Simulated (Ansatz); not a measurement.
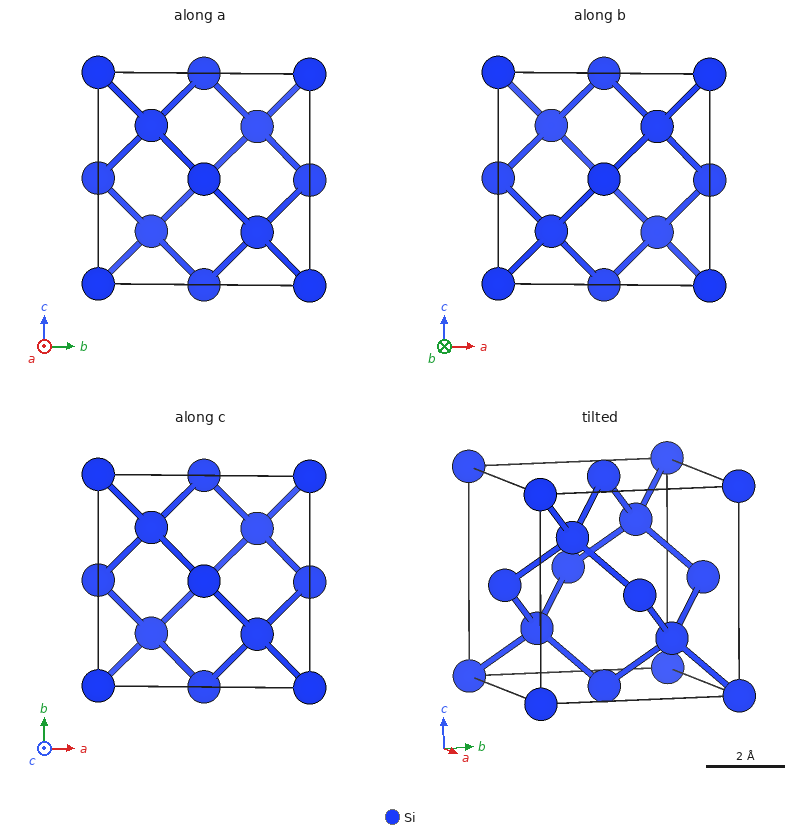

A ball-and-stick rendering, viewed along the a axis, along the b axis, along the c axis and slightly off an axis. Thin lines show the drawn cell (a repeat of the simulation cell), with boundary atoms drawn in all their periodic places.

Lattice parameters: a = 5.4734 Å, b = 5.4734 Å, c = 5.4734 Å, α = 90.531°, β = 90.531°, γ = 90.531°.

**Reconstruct the structure as a CIF in P1 with every atom of the cell, with free fractional coordinates to two decimals.**

```cif
data_structure
_symmetry_space_group_name_H-M 'P 1'
_symmetry_Int_Tables_number 1
_cell_length_a 5.4734
_cell_length_b 5.4734
_cell_length_c 5.4734
_cell_angle_alpha 90.531
_cell_angle_beta 90.531
_cell_angle_gamma 90.531
_cell_volume 163.95
loop_
_atom_site_label
_atom_site_type_symbol
_atom_site_fract_x
_atom_site_fract_y
_atom_site_fract_z
_atom_site_occupancy
Si1 Si 0.50 0.00 0.50 1
Si2 Si 0.00 0.50 0.50 1
Si3 Si 0.00 0.00 0.00 1
Si4 Si 0.50 0.50 0.00 1
Si5 Si 0.25 0.25 0.25 1
Si6 Si 0.75 0.75 0.25 1
Si7 Si 0.75 0.25 0.75 1
Si8 Si 0.25 0.75 0.75 1
```

Its origin is a structure type filled with this element by a generator (whether the element takes this form wasn't checked). The cell was then strained or its atoms displaced on purpose. It was run through Ansatz as a DFT input.
